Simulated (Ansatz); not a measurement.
**Two runs on SnO$_{2}$**

System: SnO$_{2}$ (I4₁/amd, 6 atoms in the cell).
Method of run A: Kohn-Sham DFT of a periodic cell, PBEsol, Ansatz PAW, no spin polarisation (Ansatz 0.2.0).

The structure derives from a Materials Project entry. Text and figures count atoms from 1; the logs count them from 0 in places.

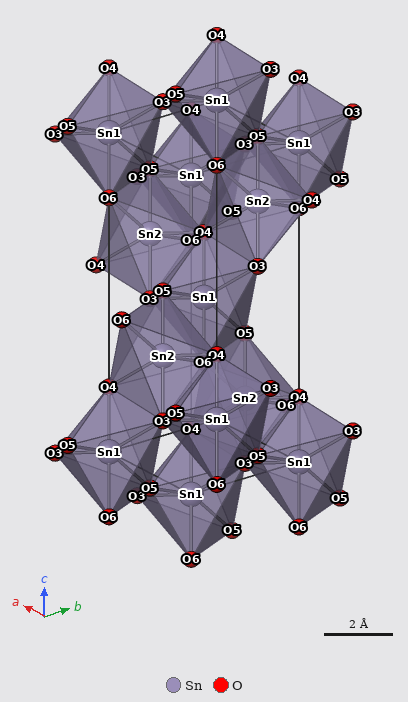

Fig. 1: The starting structure (polyhedral view of the cell 2 times as large as that of the calculation, set on its symmetry axes, seen at an oblique angle; polyhedra are completed across the faces of the cell; atoms are numbered from 1 in the order of the input). An atom can appear more than once, as a periodic image.

**Input, run A**
```yaml
crystal:
  lattice:
    - [-2.0000686112, 2.0000686112, 5.1236788559]
    - [2.0000686112, -2.0000686112, 5.1236788559]
    - [2.0000686112, 2.0000686112, -5.1236788559]
  atoms:
    - { symbol: Sn, position: [0.0, 0.0, 0.0] }
    - { symbol: Sn, position: [0.75, 0.25, 0.5] }
    - { symbol: O, position: [0.54652259, 0.04652259, 0.5] }
    - { symbol: O, position: [0.20347741, 0.20347741, 0.0] }
    - { symbol: O, position: [0.95347741, 0.45347741, 0.5] }
    - { symbol: O, position: [0.79652259, 0.79652259, 0.0] }
hamiltonian:
  xc: pbesol
  pseudopotentials: { kind: paw }
kpoints:
  mp_grid: { grid: [9, 9, 9] }
scf:
  occupations: { method: fermi_dirac, width: 0.05 }
output:
  forces: true
  stress: true
  eigenvalues: true
  write_density: true
  write_potential: true
  elf: true
  volumetric_format: npy
relax:
  f_tol: 0.01
  max_steps: 40
  cell: { stress_tol: 0.05 }
```

Launched with:
```bash
ansatz run input.yaml --threads 2 --pin off --max-ram 5632MiB --backend cpu --events-out ev --progress --plain --runs-dir out
```

Hardware: 2 threads of AMD EPYC (Zen 5), 32 GiB of memory available, shared host.

**Output, shortened to warnings, some set-up lines, iterations and results (run A)**
```
Basis set: ecut = 420 eV, 1605 PW (Γ), exchange–correlation on 80×80×80 points (8 copies of the dense FFT grid, shifted against one another)
Symmetry: 16 space group operations
k-points: 75 of 729
Initial density: superposition of atomic densities (neutral atoms: chi_scale 0, normalization atom), corrected by the library's trained network
[...]
SCF iter   1: F=—  HF=-14142.651403 eV  |F-HF|=—  |Δ(HF+E_count)|=         —  Δρ=1.36e-2  dr2=1.18e-1  ethr=1.77e-3  ⟨swp⟩=6.2  Hψ=10702  notcnv=0  defer=10
SCF iter   2: F=—  HF=-14142.619807 eV  |F-HF|=—  |Δ(HF+E_count)|=   3.16e-2  Δρ=2.19e-3  dr2=1.72e-3  ethr=2.27e-4  ⟨swp⟩=2.0  Hψ=4024  notcnv=0  defer=140
SCF iter   3: F=—  HF=-14142.619763 eV  |F-HF|=—  |Δ(HF+E_count)|=   4.44e-5  Δρ=9.43e-4  dr2=4.30e-4  ethr=3.31e-6  ⟨swp⟩=2.1  Hψ=4178  notcnv=0  defer=140
SCF iter   4: F=—  HF=-14142.619928 eV  |F-HF|=—  |Δ(HF+E_count)|=   1.65e-4  Δρ=2.72e-4  dr2=5.80e-5  ethr=8.28e-7  ⟨swp⟩=2.9  Hψ=4320  notcnv=0  defer=140
SCF iter   5: F=—  HF=-14142.619971 eV  |F-HF|=—  |Δ(HF+E_count)|=   4.32e-5  Δρ=4.31e-5  dr2=2.37e-6  ethr=1.11e-7  ⟨swp⟩=2.9  Hψ=4080  notcnv=0  defer=140
[... 43 lines ...]
SCF iter   3: F=—  HF=-14142.622522 eV  |F-HF|=—  |Δ(HF+E_count)|=   2.20e-9  Δρ=1.20e-6  dr2=1.09e-9  ethr=3.14e-12  ⟨swp⟩=2.0  Hψ=3600  notcnv=0
SCF iter   4: F=—  HF=-14142.622522 eV  |F-HF|=—  |Δ(HF+E_count)|=  6.37e-11  Δρ=3.56e-7  dr2=1.07e-10  ethr=2.09e-12  ⟨swp⟩=2.0  Hψ=3202  notcnv=0
SCF iter   5: F=-14142.622522 eV  HF=-14142.622522 eV  |F-HF|=2.18e-11  |Δ(HF+E_count)|=  8.37e-11  Δρ=2.05e-7  dr2=1.42e-11  ethr=1.00e-12  ⟨swp⟩=7.2  Hψ=12086  notcnv=0
SCF 8 converged in 5 iterations: F = -14142.622522 eV  dr2 = 1.42e-11
relax step   8: F+E_penalty+E_count = -14142.62252200 eV  Δ(F+E_penalty+E_count) = -8.582e-5 eV  max|allowed force component| = 3.304e-6 eV/Å  Δτ_max = 0.0000 Å  P = +0.002 …
basis re-selected at this cell: Δ(F+E_penalty+E_count) = -8.582e-5 eV, ΔP = +0.001 GPa vs the last step (what re-selecting the basis moved, of the pressure what is left beyond the Pulay correction that the steps carried, after the strain that the cell walked since its last selection, with what the …
SCF converged after 5 iterations
Free energy (F): -14142.622522 eV
Harris-Foulkes:  -14142.622522 eV  (|F-HF|=2.18e-11)
Internal energy: -14142.622522 eV  (E = F + TS)
E sigma→0 (E₀):  -14142.622522 eV
Fermi energy:    7.671081 eV
--- Per-component energies (eV) ---
  E_band       = -229.941650
  E_kinetic    = 1078.898421
  E_local      = -3578.538157  (includes V_loc(G=0)·N_el)
  E_nonlocal   = 138.977155
  E_hartree    = 1789.851291
  E_xc         = -1043.173602
  E_vxc        = -560.952851  (∫ρ·V_xc dr)
  E_paw        = -8762.981375  (= ΣΔE_a)
  E_vpaw       = -888.038776  (= ΣTr[D̂ρ^β])
  E_aug_tail   = 0.009802  (compensation charges beyond the density's cutoff)
  E_ewald      = -3766.376888
  E_core_change = 0.710831  (= ΣΔE_core)
  E_smearing   = -0.000000  (= −TS)
  E_closure    = -0.000000  (closes the sum)
  Σ components = -14142.622522   (vs F -14142.622522, Δ=0.00e0)
--- Forces (eV/Å), atoms counted from 1 ---
  atom   1  Sn    -0.00000000     0.00000000     0.00000000
  atom   2  Sn    -0.00000000     0.00000000     0.00000000
  atom   3  O      0.00000000     0.00000000    -0.00000330
  atom   4  O      0.00000000     0.00000000     0.00000330
  atom   5  O      0.00000000     0.00000000     0.00000330
  atom   6  O      0.00000000     0.00000000    -0.00000330
  max |Σ_I F_I| component: 8.02e-18 eV/Å
--- Stress (GPa, compression-positive) ---
        0.003859      -0.000000       0.000000
       -0.000000       0.003859      -0.000000
        0.000000       0.000000      -0.001331
  P = ⅓ Tr σ = 0.0021 GPa (0.021 kbar)
--- Relaxed structure (6 steps of the walk, 6 accepted, 2 SCFs on fresh bases) ---
  F+E_penalty+E_count = -14142.62252200 eV   max|allowed force component| = 3.304e-6 eV/Å   (the final SCF, on the basis selected at the relaxed cell)
  cell:  # Å, volume = 82.4585 Å³
    - [-2.0057545078536014, 2.0057545078536014, 5.124125497266796]
    - [2.0057545078536014, -2.0057545078536014, 5.124125497266796]
    - [2.0057545078536014, 2.0057545078536014, -5.124125497266796]
  atoms:
[...]
```

Run B used a changed input.

**The two runs side by side**

```csv
quantity,run A,run B
outcome,converged,converged
free energy per atom (eV),−2357.1038,−2386.2717
gap on the mesh (eV),1.54,1.32
pressure (GPa),0.00,0.02
volume per atom (Å³),13.74,14.18
largest force (eV/Å),0.000,0.000
SCF iterations,37,35
irreducible k-points,75,75
wall time (shared host),15 s,14 s
```

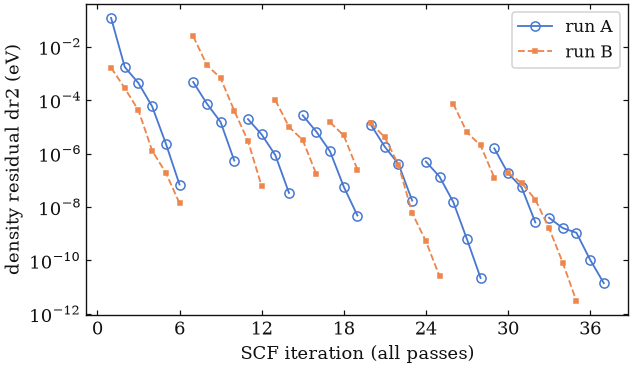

Fig. 2: Convergence of the two runs: density residual dr2 against the SCF iteration. A break in a curve parts two SCF passes. Run A takes 37 iterations in all, and run B takes 35.

What was changed in the input?

The change (lines with − go, lines with + come):
```diff
-  xc: pbesol
+  xc: pbe
```

The total energies belong to different methods, so their difference says nothing on which is more stable or more accurate. The gap on the mesh goes from 1.54 to 1.32 eV. The volume per atom goes from 13.74 to 14.18 Å³. The functional changes from PBEsol to PBE. The SCF takes 35 iterations over all geometry steps against 37.

**Output, shortened to warnings, some set-up lines, iterations and results (run B)**
```
Basis set: ecut = 420 eV, 1605 PW (Γ), exchange–correlation on 80×80×80 points (8 copies of the dense FFT grid, shifted against one another)
Symmetry: 16 space group operations
k-points: 75 of 729
Initial density: superposition of atomic densities (neutral atoms: chi_scale 0, normalization atom), corrected by the library's trained network
[...]
SCF iter   1: F=—  HF=-14317.573621 eV  |F-HF|=—  |Δ(HF+E_count)|=         —  Δρ=2.09e-3  dr2=1.63e-3  ethr=1.77e-3  ⟨swp⟩=6.2  Hψ=10641  notcnv=0  defer=8
SCF iter   2: F=—  HF=-14317.575642 eV  |F-HF|=—  |Δ(HF+E_count)|=   2.02e-3  Δρ=9.57e-4  dr2=2.79e-4  ethr=3.13e-6  ⟨swp⟩=2.1  Hψ=4983  notcnv=0  defer=17
SCF iter   3: F=—  HF=-14317.576062 eV  |F-HF|=—  |Δ(HF+E_count)|=   4.20e-4  Δρ=3.16e-4  dr2=4.13e-5  ethr=5.36e-7  ⟨swp⟩=2.2  Hψ=3189  notcnv=0  defer=17
SCF iter   4: F=—  HF=-14317.576099 eV  |F-HF|=—  |Δ(HF+E_count)|=   3.61e-5  Δρ=5.06e-5  dr2=1.28e-6  ethr=7.94e-8  ⟨swp⟩=2.0  Hψ=3334  notcnv=0  defer=17
SCF iter   5: F=—  HF=-14317.576101 eV  |F-HF|=—  |Δ(HF+E_count)|=   2.57e-6  Δρ=1.67e-5  dr2=1.91e-7  ethr=2.46e-9  ⟨swp⟩=2.0  Hψ=4209  notcnv=0  defer=17
[... 39 lines ...]
SCF iter   4: F=—  HF=-14317.630123 eV  |F-HF|=—  |Δ(HF+E_count)|=   8.90e-8  Δρ=2.65e-6  dr2=1.62e-9  ethr=3.66e-11  ⟨swp⟩=2.0  Hψ=3272  notcnv=0
SCF iter   5: F=—  HF=-14317.630124 eV  |F-HF|=—  |Δ(HF+E_count)|=   1.42e-7  Δρ=5.24e-7  dr2=8.39e-11  ethr=3.12e-12  ⟨swp⟩=2.0  Hψ=3595  notcnv=0
SCF iter   6: F=-14317.630124 eV  HF=-14317.630124 eV  |F-HF|=3.46e-11  |Δ(HF+E_count)|=   3.95e-9  Δρ=1.04e-7  dr2=3.03e-12  ethr=1.00e-12  ⟨swp⟩=7.1  Hψ=12102  notcnv=0
SCF 7 converged in 6 iterations: F = -14317.630124 eV  dr2 = 3.03e-12
relax step   7: F+E_penalty+E_count = -14317.63012354 eV  Δ(F+E_penalty+E_count) = -7.191e-4 eV  max|allowed force component| = 3.467e-4 eV/Å  Δτ_max = 0.0000 Å  P = +0.020 …
basis re-selected at this cell: Δ(F+E_penalty+E_count) = -7.191e-4 eV, ΔP = +0.006 GPa vs the last step (what re-selecting the basis moved, of the pressure what is left beyond the Pulay correction that the steps carried, after the strain that the cell walked since its last selection, with what the …
SCF converged after 6 iterations
Free energy (F): -14317.630124 eV
Harris-Foulkes:  -14317.630124 eV  (|F-HF|=3.46e-11)
Internal energy: -14317.630123 eV  (E = F + TS)
E sigma→0 (E₀):  -14317.630124 eV
Entropy (-TS):   -0.000000 eV (-0.000 meV/atom)
Fermi energy:    7.298722 eV
--- Per-component energies (eV) ---
  E_band       = -244.945324
  E_kinetic    = 1077.586921
  E_local      = -3639.035797  (includes V_loc(G=0)·N_el)
  E_nonlocal   = 133.820249
  E_hartree    = 1816.470466
  E_xc         = -1052.998202
  E_vxc        = -561.242815  (∫ρ·V_xc dr)
  E_paw        = -8928.165364  (= ΣΔE_a)
  E_vpaw       = -889.024590  (= ΣTr[D̂ρ^β])
  E_aug_tail   = 0.009814  (compensation charges beyond the density's cutoff)
  E_ewald      = -3725.318211
  E_smearing   = -0.000000  (= −TS)
  E_closure    = 0.000000  (closes the sum)
  Σ components = -14317.630124   (vs F -14317.630124, Δ=0.00e0)
--- Forces (eV/Å), atoms counted from 1 ---
  atom   1  Sn    -0.00000000    -0.00000000     0.00000000
  atom   2  Sn     0.00000000     0.00000000     0.00000000
  atom   3  O      0.00000000     0.00000000     0.00034665
  atom   4  O      0.00000000     0.00000000    -0.00034665
  atom   5  O      0.00000000     0.00000000    -0.00034665
  atom   6  O     -0.00000000    -0.00000000     0.00034665
  max |Σ_I F_I| component: 3.69e-18 eV/Å
--- Stress (GPa, compression-positive) ---
        0.022687       0.000000       0.000000
        0.000000       0.022687       0.000000
        0.000000      -0.000000       0.014973
  P = ⅓ Tr σ = 0.0201 GPa (0.201 kbar)
--- Relaxed structure (5 steps of the walk, 5 accepted, 2 SCFs on fresh bases) ---
  F+E_penalty+E_count = -14317.63012354 eV   max|allowed force component| = 3.467e-4 eV/Å   (the final SCF, on the basis selected at the relaxed cell)
  cell:  # Å, volume = 85.0824 Å³
    - [-2.026139590867942, 2.026139590867942, 5.181327863010216]
    - [2.026139590867942, -2.026139590867942, 5.181327863010216]
    - [2.026139590867942, 2.026139590867942, -5.181327863010216]
  atoms:
[...]
```
